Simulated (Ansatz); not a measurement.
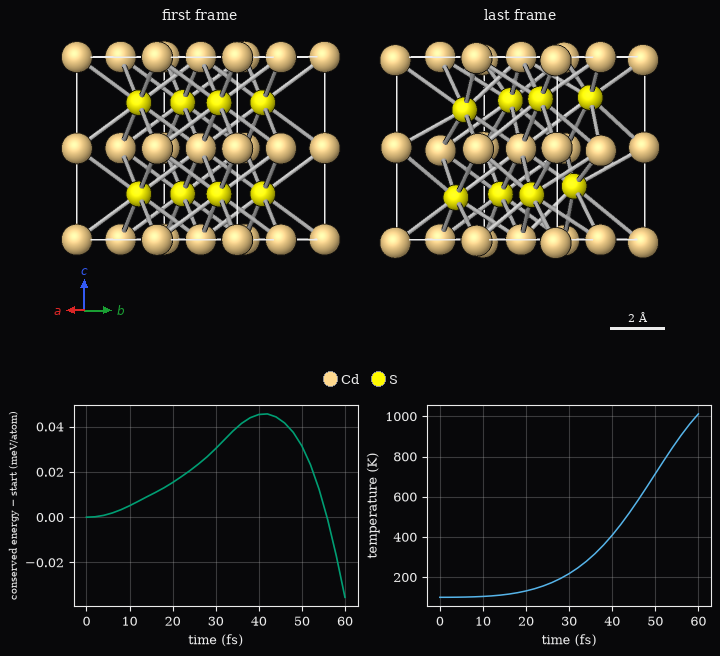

A Born-Oppenheimer molecular dynamics run of a 16-atom cell of CdS (built on the CsCl type), 60 fs long. The picture is a ball-and-stick view of the simulation cell, seen from a free direction. Bonds to atoms that aren't drawn are left out.

All numbers below come from DFT, PBEsol, plane waves, PAW in Ansatz 0.2.0. Settings: plane-wave cutoff 420 eV; k-point mesh 2 × 2 × 2; Fermi-Dirac smearing 0.02 eV; Nosé-Hoover thermostat (NVT); set temperature 100 K; time step 2 fs.

Q: How well is the energy conserved, and can the run be trusted?

A: The conserved quantity stays between −0.035 and 0.046 meV per atom of its start. A straight-line fit has a slope that amounts to +0.014 meV per atom over 60 fs (under 0.1 % of the mean kinetic energy), and the ripple about it is under 0.1 % of the kinetic energy's fluctuation. With a drift under 2 % and a ripple under 7 %, the integration is accurate. Over the second half the temperature averages 579 K (spread ±259 K). That is above the set 100 K, because the structure releases potential energy faster than the thermostat removes it. The potential energy is still drifting at the end, so the run hasn't reached equilibrium. The potential energy in the second half lies on average 66.0 meV per atom below the first frame.
